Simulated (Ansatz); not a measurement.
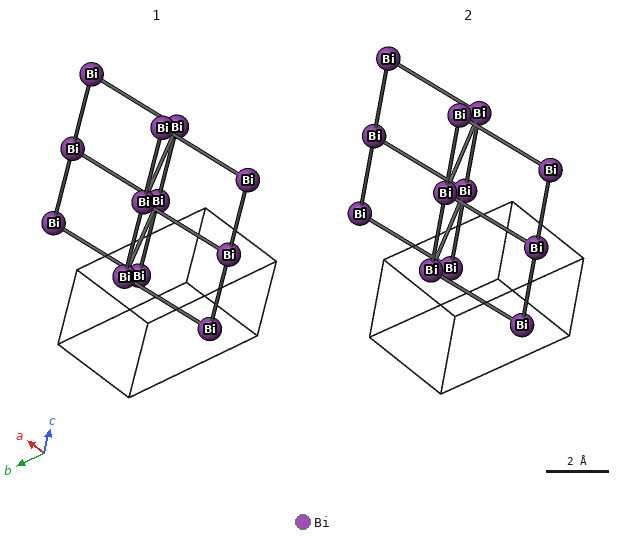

Two geometries of a crystal of Bi (set up in C2/m), drawn at one scale. One is the start of a relaxation, the other its converged end. A ball-and-stick model of the cell of the calculation, repeated 2 × 1 × 3 with one cell outlined, seen from a free direction.

These are results of DFT PBEsol, scalar-relativistic, plane waves, PAW in Ansatz, not measurements. Settings: plane-wave cutoff 420 eV; k-point mesh 10 × 10 × 14; occupations gaussian; smearing width 0.1 eV; no spin polarisation; cell and atoms relaxed; force threshold 0.005 eV/Å; at most 80 steps.

**Which one is relaxed?**

Structure 1 is the relaxed one. After 8 accepted moves (10 points after the start) the energy has fallen by 36.1 meV per cell of the calculation. The largest force component goes from 0.048 to 0.0016 eV/Å. The pressure goes from −2.47 to 0.00 GPa. The line search rejected the trial step at point 6 of the run. The SCF was repeated once at an unchanged geometry on a basis and grid sized afresh for the cell, which shifted the energy by 0.5 meV per cell of the calculation at most. The largest moves relative to the cell, 0.087 Å, are those of Bi atoms. The drawn cell changes as follows: a = b 4.689 → 4.716 Å (+0.6 %), c 3.359 → 3.299 Å (−1.8 %), α 106.2° → 110.0°, β 106.2° → 110.0°, γ 83.8° → 83.5°; the volume changes by −4.8 %. Near-neighbour distances that change, for instance: Bi–Bi 3.446 → 3.252 Å, Bi–Bi 3.359 → 3.299 Å, Bi–Bi 3.281 → 3.239 Å, Bi–Bi 3.212 → 3.230 Å. Bond angles that change, for instance: Bi–Bi–Bi 84.0° → 75.2°, Bi–Bi–Bi 96.0° → 104.8°, Bi–Bi–Bi 155.8° → 149.3°. The space group stays C2/m (No. 12). The run took about 6 core-minutes on a shared host.
